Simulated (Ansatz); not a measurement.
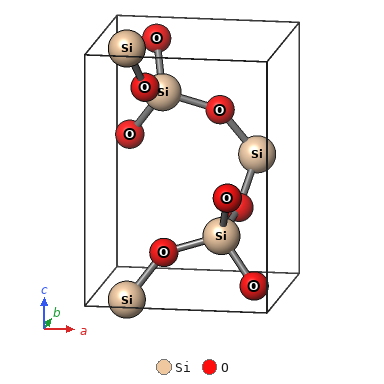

System: SiO₂, space group P4_32_12 (No. 96). The picture shows the cell.

The given structure:
```xyz
12
Lattice="4.9483 0.0000 0.0000 0.0000 4.9483 0.0000 0.0000 0.0000 6.8783" Properties=species:S:1:pos:R:3 pbc="T T T"
Si    0.9706    0.9706    0.0000
Si    1.5036    3.4448    5.1587
Si    3.4448    1.5036    1.7196
Si    3.9777    3.9777    3.4392
O     3.0298    3.6495    4.6967
O     1.9185    1.2988    1.2576
O     3.6495    3.0298    2.1816
O     1.1753    4.3927    6.4163
O     1.2988    1.9185    5.6207
O     0.5557    3.7730    3.9011
O     4.3927    1.1753    0.4620
O     3.7730    0.5557    2.9772
```

One of the inputs:
```
crystal:
  lattice:
    - [4.9483457277, 0.0, 0.0]
    - [0.0, 4.9483457277, 0.0]
    - [0.0, 0.0, 6.8783007875]
  atoms:
    - { symbol: Si, position: [0.1961473708, 0.1961473708, 0.0] }
    - { symbol: Si, position: [0.3038526292, 0.6961473708, 0.75] }
    - { symbol: Si, position: [0.6961473708, 0.3038526292, 0.25] }
    - { symbol: Si, position: [0.8038526292, 0.8038526292, 0.5] }
    - { symbol: O, position: [0.6122954819, 0.7375222713, 0.6828354137] }
    - { symbol: O, position: [0.3877045181, 0.2624777287, 0.1828354137] }
    - { symbol: O, position: [0.7375222713, 0.6122954819, 0.3171645863] }
    - { symbol: O, position: [0.2375222713, 0.8877045181, 0.9328354137] }
    - { symbol: O, position: [0.2624777287, 0.3877045181, 0.8171645863] }
    - { symbol: O, position: [0.1122954819, 0.7624777287, 0.5671645863] }
    - { symbol: O, position: [0.8877045181, 0.2375222713, 0.0671645863] }
    - { symbol: O, position: [0.7624777287, 0.1122954819, 0.4328354137] }
basis:
  ecutwfc: 420
kpoints:
  mp_grid: { grid: [6, 6, 4] }
hamiltonian:
  xc: lda
scf:
  occupations: { method: gaussian, width: 0.02 }
output:
  forces: true
  stress: true
  eigenvalues: true
```

Command:
```bash
ansatz run input.yaml --threads 2 --pin off --max-ram 5120MiB --backend cpu --events-out ev --progress --plain --runs-dir out
```

Method: energy, stress and cell of a relaxed crystal along a series of strains, atoms and what the cell freedom names relaxed within the symmetry; plane waves with PAW datasets, Γ-centred k mesh; energies extrapolated to zero smearing (Ansatz 0.2.0). Level: LDA, no spin polarisation.

| setting | value |
| --- | --- |
| wave cutoff | 420 eV |
| k mesh | 6×6×4 |
| occupations | Gaussian |
| smearing width | 0.02 eV |
| strain kind | biaxial in the ab plane |
| cell freedom | length and tilt of c free |

Predict the energy change, band gap and volume change against strain. The strain takes the values −3.0, −1.5, 0.0, 1.5, 3.0 %.

The energy rises on both sides of the starting structure, which is therefore a minimum along this path. The energy change is 3.74 meV/atom at strain −3.0 % and 3.67 meV/atom at 3.0 %; the lowest computed point is at strain 0.0 % (0.00 meV/atom), and no other minimum shows among the points. The band gap stays open and runs from 5.694 eV at strain −3.0 % to 5.397 eV at 3.0 %. The volume change rises from −7.11 % at strain −3.0 % to 7.73 % at 3.0 %.

| strain (%) | energy change (meV/atom) | band gap (eV) | volume change (%) |
| --- | --- | --- | --- |
| −3.0 | 3.74 | 5.694 | −7.11 |
| −1.5 | 0.85 | 5.624 | −3.70 |
| 0.0 | 0.00 | 5.548 | 0.00 |
| 1.5 | 0.98 | 5.471 | 3.73 |
| 3.0 | 3.67 | 5.397 | 7.73 |

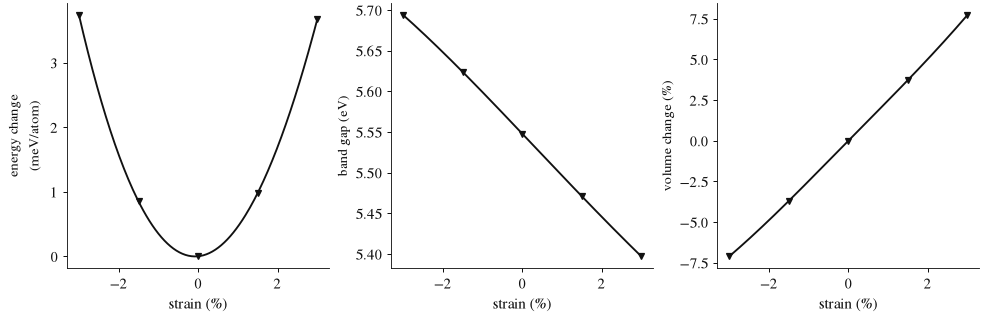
